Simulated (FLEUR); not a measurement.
# Energy and spin moment of CoO (R-3m) under a fixed total moment, all-electron PBE

A cobalt ion in CoO has seven d electrons, which can give three unpaired spins, but this places one more electron in the upper crystal-field levels than pairing does. How far exchange wins over this cost is the question behind a fixed-moment curve. It matters for magnetic oxides in general, because the curvature around the preferred moment sets how stiff that moment is against changes in its size. Here the total spin moment of the two-atom cell is held at successive values in PBE, with atoms and cell fixed. Energies are free energies per cell relative to the run without spin polarisation, so a negative value means that the polarised state is favoured. One further run leaves the moment free.

## Systems and settings

CoO (R-3m): a computed cell from the Materials Project; 2 atoms in the cell, atoms and cell held. FLEUR MaX-R8.1, all-electron FLAPW in bulk geometry, scalar-relativistic valence, PBE, basis cutoff 4.26 1/bohr, density cutoff 12.8 1/bohr, Fermi-Dirac smearing of 0.05 eV, muffin-tin radii Co 2.50, O 1.41 bohr. Local moments are those inside the muffin-tin spheres. Collinear spins without spin-orbit coupling, 8x8x8 k-points. The total moment is held by two Fermi energies, one for each spin; the row marked free is the unconstrained run, and the row at M = 0 is the run without spin polarisation.

Notes on method and selection:

- Each run ends in the state reached from its start (the fixed-moment runs continue from an earlier run), which may not be the lowest.
- A uniform moment does not probe antiparallel order, which can lie lower.
- At small fixed moments unlike atoms can carry local moments of opposite sign, so the curve need not run smoothly into the unpolarised point.
- Stoner picture: E = M^2 (1/(2N) - I/4) for small M, with N the density of states of both spins at the Fermi energy of the unpolarised run and I the Stoner parameter of the cell.
- A blank cell means that the quantity does not apply to the row, or that its run was not made or gave no value that passed the checks named.
- Cells from the Materials Project can be hypothetical phases.
- Curves that are not smooth, that do not rise at the largest moment or whose runs differ in settings are not tabled.
- Runs that did not converge, have known faults or may not be shown are not listed, and runs on Ansatz's PAW sets soft_1 and soft_2 are kept to separate tables.

Columns:

- fixed moment (μB/cell): total spin moment of the cell, held fixed.
- energy from unpolarised (meV/cell): free energy of the cell less that of the run without spin polarisation.
- Co moment (μB): largest spin moment inside a Co sphere, signed along the total.

## Table of results

| member | fixed moment (μB/cell) | energy from unpolarised (meV/cell) | Co moment (μB) |
| --- | --- | --- | --- |
| M = 0 muB | 0.000 | 0.0 | – |
| M = 0.648 muB | 0.648 | −79.1 | 0.680 |
| M = 1.29 muB | 1.295 | ? | ? |
| M = 1.94 muB | 1.943 | −370.1 | 1.869 |
| M = 2.59 muB | 2.591 | −456.4 | 2.376 |
| M = 2.88 muB, free | 2.878 | −477.2 | 2.577 |
| M = 3.24 muB | 3.238 | −81.2 | 2.779 |
| M = 3.89 muB | 3.886 | 1726.4 | 3.113 |

Cells marked ? are withheld until the estimate has been made.

energy from unpolarised (meV/cell) against fixed moment (μB/cell), members shown:

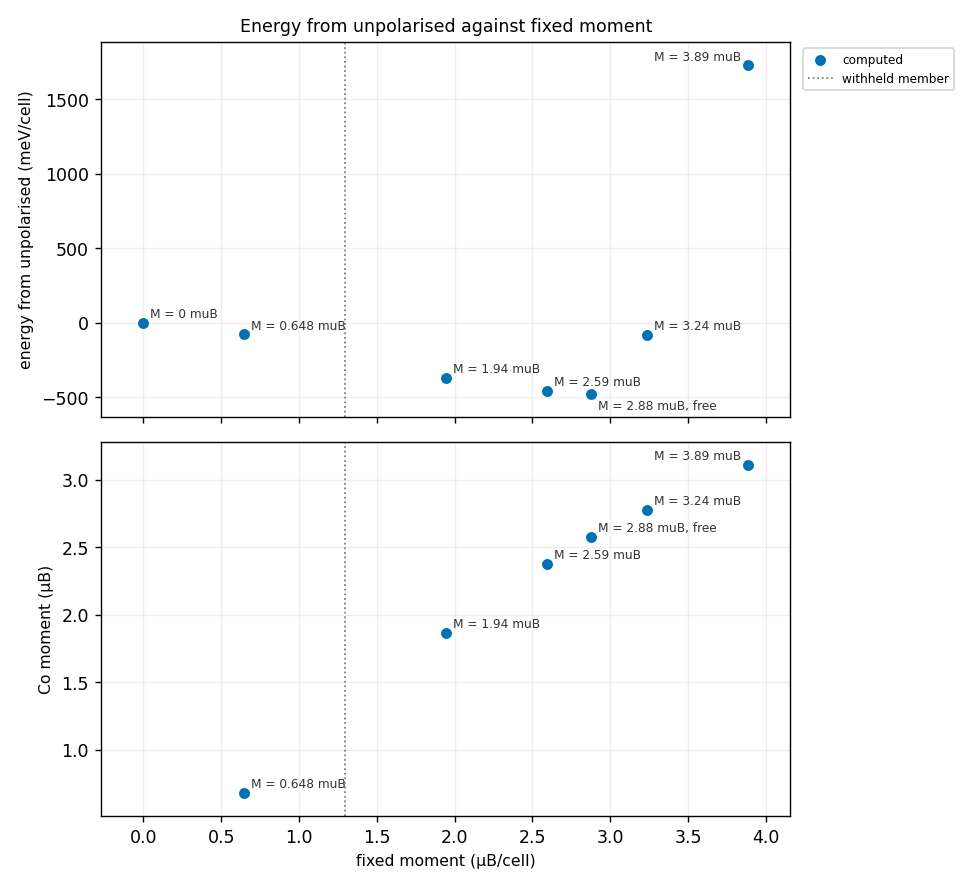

## Why the values move as they do

Polarisation lowers the energy from the first step, and the unconstrained run settles at 2.878 μB per cell, 477.2 meV below the unpolarised state. This is the lowest energy shown. Forcing the moment higher is expensive: at 3.238 μB most of the gain is gone, and at 3.886 μB the cell lies 1726.4 meV above the unpolarised run.

The slope has a direct meaning. Moving one electron from the minority to the majority spin raises $M$ by 2 μB, so $dE/dM = (E_F^{\uparrow} - E_F^{\downarrow})/2$, with $M$ in μB. It vanishes in the free run, where both spins share one Fermi energy. Between the last two rows the mean slope is (1726.4 + 81.2) / (3.886 − 3.238) = 2790 meV/μB, which corresponds to Fermi energies about 2 × 2790 / 1000 = 5.6 eV apart on average.

Electron counting explains the asymmetry. With seven d electrons, five fill the majority d states and two remain in the minority, which gives 3 μB. Below that count, exchange repays the transfer of electrons into majority d states. Above it, further majority electrons must enter states higher than the d shell. The free moment lies just under this limit, so the majority bands are short of full by about (3 − 2.878) / 2 = 0.061 electrons. A likely reason is that Co–O hybridisation broadens these bands until their top reaches the Fermi energy.

The Co moments fit this picture. From 1.943 to 2.591 μB the Co sphere takes up (2.376 − 1.869) / 0.648 = 0.78 of the added moment, but from 3.238 to 3.886 μB only (3.113 − 2.779) / 0.648 = 0.52. The rest goes to oxygen and the region between the spheres.

The preferred moment found here is that of parallel Co spins. Rock-salt CoO is known to order antiferromagnetically, an arrangement that a uniform moment does not probe.

## Prediction

Plain estimates from the members shown:

- M = 1.29 muB, straight-line interpolation between M = 0.648 muB and M = 1.94 muB: w = (1.295 − 0.648) / (1.943 − 0.648) = 0.500, so −79.1 + 0.500 × (−370.1 − (−79.1)) = −224.5 meV/cell

The straight line gives −224.5 meV/cell but ignores curvature. Used in the same way at 1.943 μB, between 0.648 and 2.591 μB, it gives −79.1 + (1.295 / 1.943) × (−456.4 + 79.1) = −330.6 against the calculated −370.1 meV/cell.

A better route uses the Stoner form, in which $E/M^2$ tends to a constant at small $M$. This quotient is interpolated by a quadratic in $M$ through three rows. Its values in meV/μB² are −79.1 / 0.648² = −188.38, −370.1 / 1.943² = −98.03, −456.4 / 2.591² = −67.98 and −477.2 / 2.878² = −57.61. The weight of each row follows from Lagrange's formula: the product of the distances from the wanted moment to the other two rows, divided by the product of the distances from the row itself to those two, all with their signs.

As a trial, the row at 1.943 μB is left out and the other three are used. Their weights are (1.943 − 2.591) × (1.943 − 2.878) / ((0.648 − 2.591) × (0.648 − 2.878)) = 0.1398, (1.943 − 0.648) × (1.943 − 2.878) / ((2.591 − 0.648) × (2.591 − 2.878)) = 2.1713 and (1.943 − 0.648) × (1.943 − 2.591) / ((2.878 − 0.648) × (2.878 − 2.591)) = −1.3112. This gives 0.1398 × (−188.38) + 2.1713 × (−67.98) − 1.3112 × (−57.61) = −98.40, and −98.40 × 1.943² = −371.5 meV/cell, a miss of 1.4.

For 1.295 μB the rows at 0.648, 1.943 and 2.591 μB have the weights (1.295 − 1.943) × (1.295 − 2.591) / ((0.648 − 1.943) × (0.648 − 2.591)) = 0.3338, (1.295 − 0.648) × (1.295 − 2.591) / ((1.943 − 0.648) × (1.943 − 2.591)) = 0.9992 and (1.295 − 0.648) × (1.295 − 1.943) / ((2.591 − 0.648) × (2.591 − 1.943)) = −0.3330. They give 0.3338 × (−188.38) + 0.9992 × (−98.03) − 0.3330 × (−67.98) = −138.20, and −138.20 × 1.295² = −231.8 meV/cell.

One close trial is too little to set the error. The same quotient can also be interpolated in $M^2$ instead of $M$. The weights are then (1.295² − 1.943²) × (1.295² − 2.591²) / ((0.648² − 1.943²) × (0.648² − 2.591²)) = 0.5004, (1.295² − 0.648²) × (1.295² − 2.591²) / ((1.943² − 0.648²) × (1.943² − 2.591²)) = 0.6422 and (1.295² − 0.648²) × (1.295² − 1.943²) / ((2.591² − 0.648²) × (2.591² − 1.943²)) = −0.1427. This gives (0.5004 × (−188.38) + 0.6422 × (−98.03) − 0.1427 × (−67.98)) × 1.295² = −247.4 meV/cell, and this difference of about 16 is taken as the standard deviation. A change of electronic state between neighbouring runs would be the likeliest reason for a larger miss.

**Committed estimate, M = 1.29 muB: energy from unpolarised = −232 ± 16 meV/cell.**

## The answer

| member | fixed moment (μB/cell) | energy from unpolarised (meV/cell) | Co moment (μB) |
| --- | --- | --- | --- |
| M = 1.29 muB | 1.295 | −222.2 | 1.305 |

| member | estimate | energy from unpolarised (meV/cell) | computed | estimate − computed | miss in error bars |
| --- | --- | --- | --- | --- | --- |
| M = 1.29 muB | committed | −232.0 | −222.2 | −9.8 | 0.6 |
| M = 1.29 muB | interpolation | −224.5 | −222.2 | −2.3 |  |

energy from unpolarised (meV/cell) against fixed moment (μB/cell):

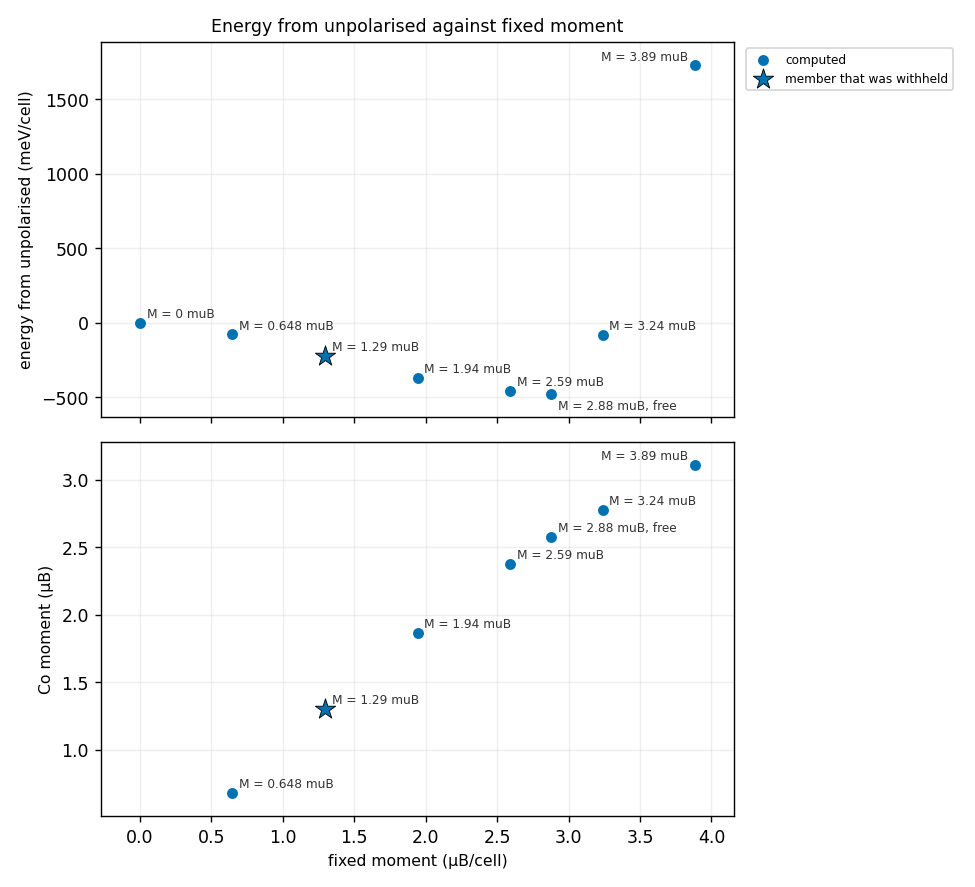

The committed estimate of −232 ± 16 meV/cell lies 9.8 meV below the computed −222.2, inside its error bar. The straight line missed by only 2.3 meV and did better.

The argument that failed was the one from curvature, which placed the energy below the straight line. The mean slope is (−222.2 + 79.1) / (1.295 − 0.648) = −221 meV/μB before this row and (−370.1 + 222.2) / (1.943 − 1.295) = −228 meV/μB after it, so the energy falls almost linearly here. The trial at 1.943 μB had tested the route where the curve is already flattening towards its minimum, and its small miss did not carry over.

The Stoner form is also of little help at this moment. A parabola through the row at 0.648 μB would give −79.1 × (1.295 / 0.648)² = −316 meV/cell, well below the computed value. A nearly constant slope means that the exchange energy gained by each further spin transfer grows about as fast as its cost in band energy.

## Departures from the trend

The two rows above the free moment leave the trend of the others. At 3.238 μB the energy is −81.2 + 477.2 = 396.0 meV above that of the free run, and at 3.886 μB it is 1726.4 + 477.2 = 2203.6 meV above it. Both departures are upward, as expected once the majority d states are full and added majority electrons have to enter higher states. The preferred moment is therefore much stiffer against growth than against shrinking: the mean slope is (477.2 − 81.2) / (3.238 − 2.878) = 1100 meV/μB to the next row above it, but only (477.2 − 456.4) / (2.878 − 2.591) = 72 meV/μB in size to the next row below.

The moment outside the Co sphere, taken as the total less the Co moment, is compatible with this reading. It rises from 3.238 − 2.779 = 0.459 to 3.886 − 3.113 = 0.773 μB between these rows, which is nearly half of the added moment. This would fit added majority electrons in extended states, emptied minority states with some oxygen character, or both; the moments alone do not separate the two.

The new row fits smoothly between its neighbours. Its Co moment of 1.305 μB slightly exceeds the total, so the rest of the cell still carries a small opposite spin, as it does at 0.648 μB.

## Rules of thumb and their limits

Among the parallel-spin states shown, the energy falls at each step up to the free moment of 2.878 μB and rises at both larger moments. A rise at the largest moment was a condition for tabling the curve, so its presence here says nothing about how common it is.

Straight-line interpolation works near 1.3 μB, where the slope hardly changes. At 1.943 μB, between the rows on either side, it gives (−222.2 − 456.4) / 2 = −339.3 meV/cell and misses by 370.1 − 339.3 = 30.8 meV/cell. It should not be used across the free moment, where the slope changes sharply.

The cell holds one formula unit and 1 meV per formula unit is about 0.096 kJ/mol, so the gain from polarisation is about 477.2 × 0.096 = 46 kJ per mole of CoO. The main omission is a Hubbard U on the Co d states, which would probably favour the high-spin state further, by an amount that these runs cannot give.
